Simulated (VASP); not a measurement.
**B: density, localisation and related maps**

```yaml
crystal:
  lattice:
    - [4.99159, 0.00000, 0.00000]
    - [0.00000, 4.99159, 0.00000]
    - [0.00000, 0.00000, 4.99159]
  atoms:
    - { symbol: B, position: [0.12500, 0.12500, 0.12500] }
    - { symbol: B, position: [0.62500, 0.62500, 0.62500] }
    - { symbol: B, position: [0.87500, 0.37500, 0.12500] }
    - { symbol: B, position: [0.37500, 0.87500, 0.62500] }
    - { symbol: B, position: [0.12500, 0.87500, 0.37500] }
    - { symbol: B, position: [0.62500, 0.37500, 0.87500] }
    - { symbol: B, position: [0.37500, 0.12500, 0.87500] }
    - { symbol: B, position: [0.87500, 0.62500, 0.37500] }
    - { symbol: B, position: [0.37500, 0.37500, 0.37500] }
    - { symbol: B, position: [0.87500, 0.87500, 0.87500] }
    - { symbol: B, position: [0.62500, 0.12500, 0.37500] }
    - { symbol: B, position: [0.12500, 0.62500, 0.87500] }
    - { symbol: B, position: [0.37500, 0.62500, 0.12500] }
    - { symbol: B, position: [0.87500, 0.12500, 0.62500] }
    - { symbol: B, position: [0.12500, 0.37500, 0.62500] }
    - { symbol: B, position: [0.62500, 0.87500, 0.12500] }
```

Space group Ia-3d; a generated structure, not necessarily the stable one.

Level of theory: VASP 6.6.1, Kohn-Sham DFT of a periodic cell, PBE, VASP PAW PBE potentials, recommended.

Core electrons are frozen (PAW), and the valence fields are smoothed inside the atomic spheres.

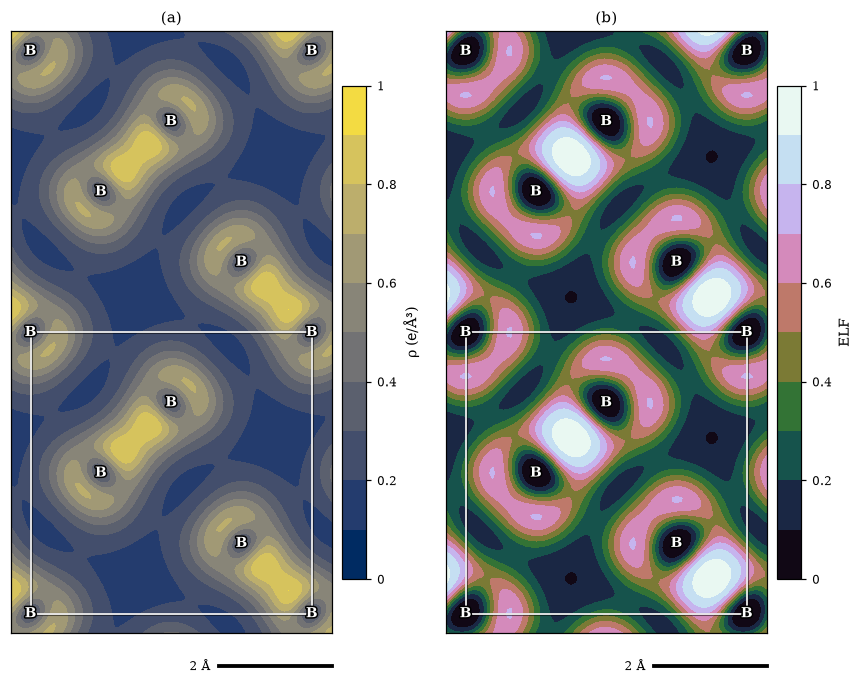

Figure 1. (a) valence pseudo-density; (b) electron localisation function on the (100) plane of the conventional cell.

Q: Read the bonding off the picture.

A: Atoms in the plane: B. B–B (1.76 Å): ρ is about 0.85 e/Å³ halfway; the ELF peaks at about 0.95 between the atoms (localised, covalent bonding). Between the atoms the lowest density in this plane is 0.15 e/Å³.

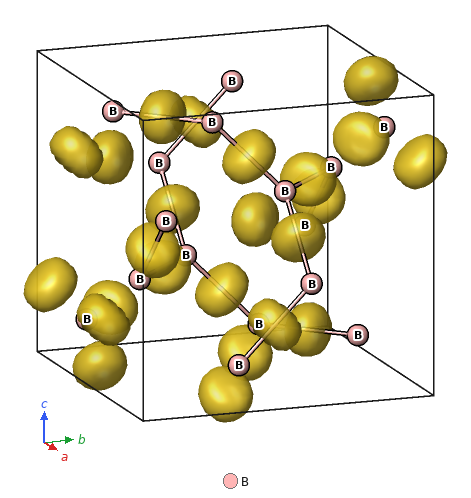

Figure 2. Isosurface of the electron localisation function at 0.85 (yellow), seen slightly off an axis. Core shells and regions of very low density are left out. Sticks mark near contacts.

Q: Where are the electrons localised?

A: The surface consists of 24 regions between bonded B–B atoms (shared pairs), counted in one cell of 16 atoms. Regions shared between cells count once.
